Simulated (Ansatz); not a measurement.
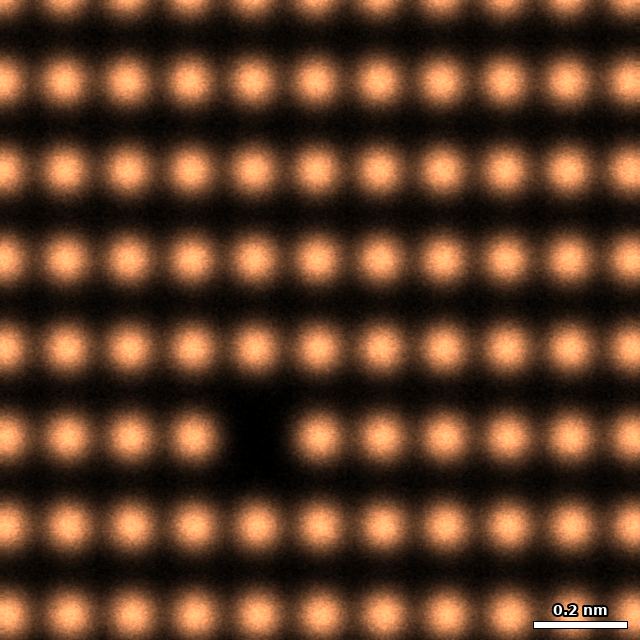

Z-contrast image of Ni (Im-3m, No. 229) along [110]. The image is simulated as a sum over atoms of Z^1.8, blurred by a 0.82 Å probe (no channelling). The probe carries 15 % of its weight in a tail 2.5 times as wide. Shot noise and a slight drift were added.

The sample is 1 repeat (3.9 Å) thick. One point defect was put into the perfect crystal, without relaxing the atoms around it. Brightness is counted from the darkest point of the image. Host structure: the end point of a relaxation with DFT, PBEsol, plane waves (420 eV) with PAW, scalar-relativistic (Ansatz 0.2.0); the starting structure was generated, so it need not be a known form of this composition.

**Where is the defect (in Å from the left and the top edge), and what does its contrast suggest?**

At about 6 Å from the left and 10 Å from the top. The column has all but vanished there, which points to a vacancy or a much lighter atom. The column holds 1 atom (Ni) through the sample, and one Ni atom is missing, so its peak vanishes.
